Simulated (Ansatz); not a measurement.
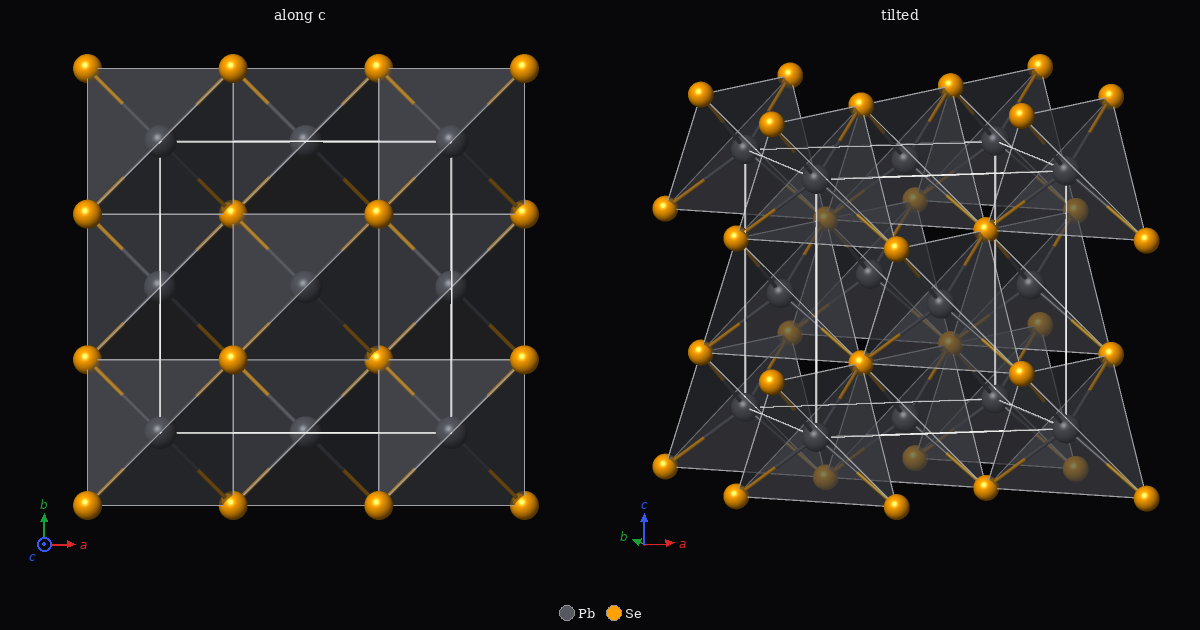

Polyhedral representation of a periodic structure, projected along the c axis and slightly off an axis. Atoms at the boundary of the conventional unit cell (the box) are drawn once for each face, edge or corner they touch. Some atoms of the next cells are drawn as well.

PbSe, space group F-43m (No. 216), a = 6.90 Å, b = 6.90 Å, c = 6.90 Å, α = 90.00°, β = 90.00°, γ = 90.00°.

All computed values are from DFT PBE, scalar-relativistic, plane waves, PAW (Ansatz 0.2.0). Settings: 420 eV cutoff, k-points about 0.20 Å⁻¹ apart, Gaussian smearing of 0.02 eV, no spin polarisation.

**Classify it as metallic or gapped, with the value.**

A semiconductor at this level, with a gap of 0.67 eV on the k-mesh (the true edges may lie between mesh points, so the gap can be somewhat smaller).

The initial geometry was a structure type filled with these elements by a generator (whether the compound takes this form wasn't checked). The geometry was optimised with DFT PBE, scalar-relativistic, plane waves, PAW in Ansatz 0.2.0.
